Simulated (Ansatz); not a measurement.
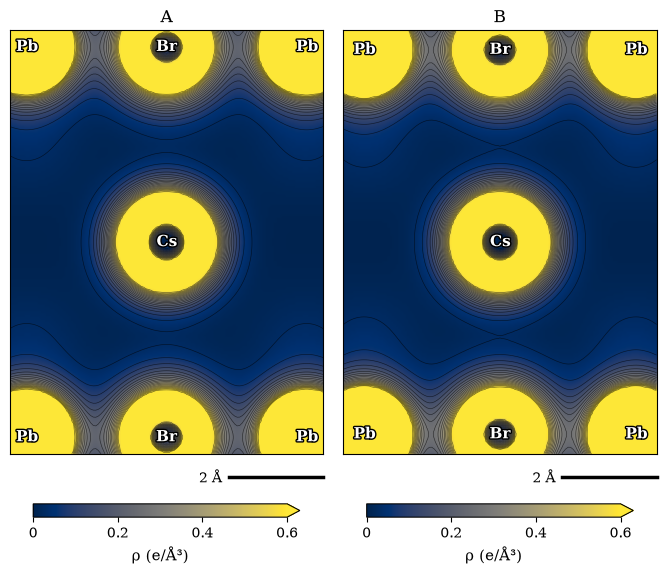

CsPbBr₃. The valence pseudo-density of two cells that differ in size and shape, on the (110) plane of each (indices in the axes of the calculation cell), at one length scale and on one colour scale; one has 38.7 and the other 41.1 Å³ an atom.

Computed with Ansatz, DFT PBEsol, scalar-relativistic, plane waves, PAW.

The density is the valence pseudo-density of a PAW calculation; it isn't the true density close to the nuclei.

The larger cell:

```
Cs Pb Br
1.0
     5.87000    0.00000    0.00000
     0.00000    5.87000    0.00000
     0.00000    0.00000    5.95805
Cs Pb Br
1 1 3
Cartesian
  0.0000 0.0000 0.0000
  2.9350 2.9350 2.9790
  0.0000 2.9350 2.9790
  2.9350 0.0000 2.9790
  2.9350 2.9350 0.0000
```

The smaller cell: a = 5.782 Å, b = 5.782 Å, c = 5.782 Å, α = 90.00°, β = 90.00°, γ = 90.00°.

Which panel shows the smaller cell, and what does the compression change?

Answer. Panel B is the smaller cell, by 6 % in volume. From the larger cell to the smaller, Cs–Br goes from 4.15 to 4.09 Å, and the density at its midpoint from 0.03 to 0.03 e/Å³; Pb–Br goes from 2.98 to 2.89 Å, and the density at its midpoint from 0.23 to 0.27 e/Å³; the pressure goes from −0.3 to 1.1 GPa; the Kohn–Sham gap goes from 1.4 eV to 1.2 eV.
